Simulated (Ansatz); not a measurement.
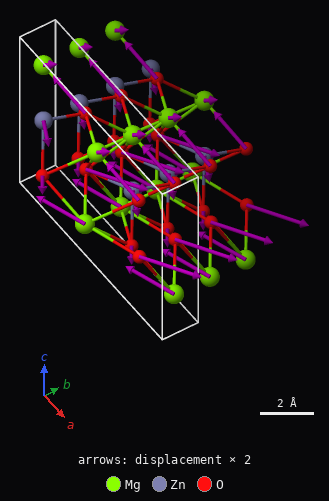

A relaxation of a crystal of Mg₂ZnO₃ (built on the Ca2ZnGa3-8 type type). The starting structure is drawn; purple arrows show the displacements (the part carried along by the change of the cell is left out), 2 times their true length.

The picture is a ball-and-stick view of the conventional cell (2 times the calculation's cell), repeated 1 × 3 × 1 with one cell outlined, seen slightly off an axis. Lengths and directions refer to the drawn axes.

Theory: Ansatz 0.2.0, DFT, PBEsol, plane waves, PAW. Settings: plane-wave cutoff 420 eV; k-point mesh 8 × 8 × 6; occupations fermi dirac; smearing width 0.03 eV; no spin polarisation; cell and atoms relaxed; force threshold 0.01 eV/Å; at most 120 steps.

Q: What happened in the run?

A: Over 27 accepted moves (34 points after the start) the energy falls by 10.265 eV per cell of the calculation. The largest force component goes from 6.1 to 0.00062 eV/Å. The pressure goes from 20.20 to 0.00 GPa. The line search rejected the trial step at point 27 of the run. The SCF was repeated 6 times at an unchanged geometry on a basis and grid sized afresh for the cell, which shifted the energy by 0.590 eV per cell of the calculation at most. An O atom moves most relative to the cell: 1.34 Å along [3 0 2]. Largest moves by element: O 1.34 Å, Mg 1.12 Å, Zn 0.52 Å. Cell: a 8.221 → 11.078 Å (+34.8 %), b 3.474 → 2.928 Å (−15.7 %), c 5.703 → 5.247 Å (−8.0 %), β 133.6° → 124.5°. Volume +18.9 %. Near-neighbour distances that change, for instance: Mg–O 2.530 → 6.212 Å, Mg–O 2.381 → 3.813 Å, Mg–O 2.531 → 3.937 Å, Mg–O 2.510 → 3.887 Å. Bonds break: Mg–O (2.38 → 3.81 Å), Mg–O (2.40 → 3.72 Å), Mg–O (2.50 → 3.81 Å), Mg–O (2.51 → 3.89 Å). Bond angles that change, for instance: Mg–O–Zn 61.5° → 107.1°, Mg–O–Zn 137.5° → 175.0°, O–Zn–O 91.5° → 125.6°. The space group stays Cm (No. 8). Cost: 6.2 min on 2 threads of Arm Neoverse V1, on a shared host, peak memory 0.56 GiB.
